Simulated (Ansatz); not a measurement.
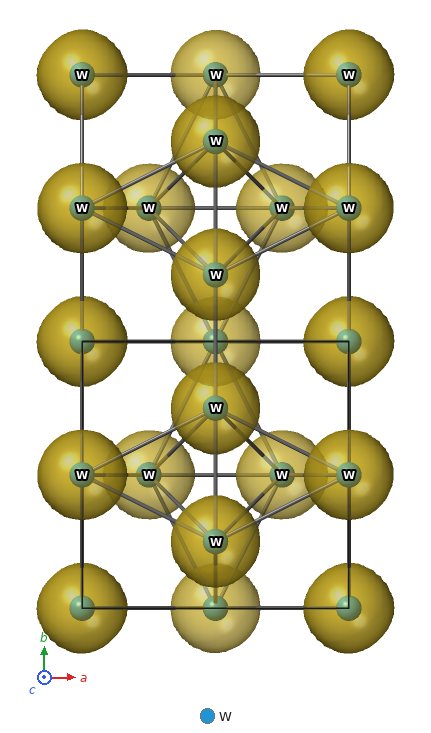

The picture shows: W. Isosurface of the valence pseudo-density at 1 e/Å³ (yellow), seen along the c axis. Sticks mark near contacts.

Space group P4₂/mmc; changed on purpose from its base cell (strain +0.080 along x and y, -0.040 along z, atoms carried along); computed pressure about −24 GPa in this cell.

All numbers below come from DFT PBEsol, scalar-relativistic, plane waves, PAW in Ansatz.

**How is the density connected at this value?**

At this value the density breaks into separate islands; it holds about 65 % of the electrons treated as valence (semicore included). It bridges none of the near contacts. It is pinched off along the sampled W–W (2.42 Å), W–W (2.72 Å) and W–W (2.77 Å) contacts. On the grid the lowest density along these lines, outside the cores, is 0.73 e/Å³ (W–W, 2.42 Å), 0.43 e/Å³ (W–W, 2.72 Å) and 0.41 e/Å³ (W–W, 2.77 Å).
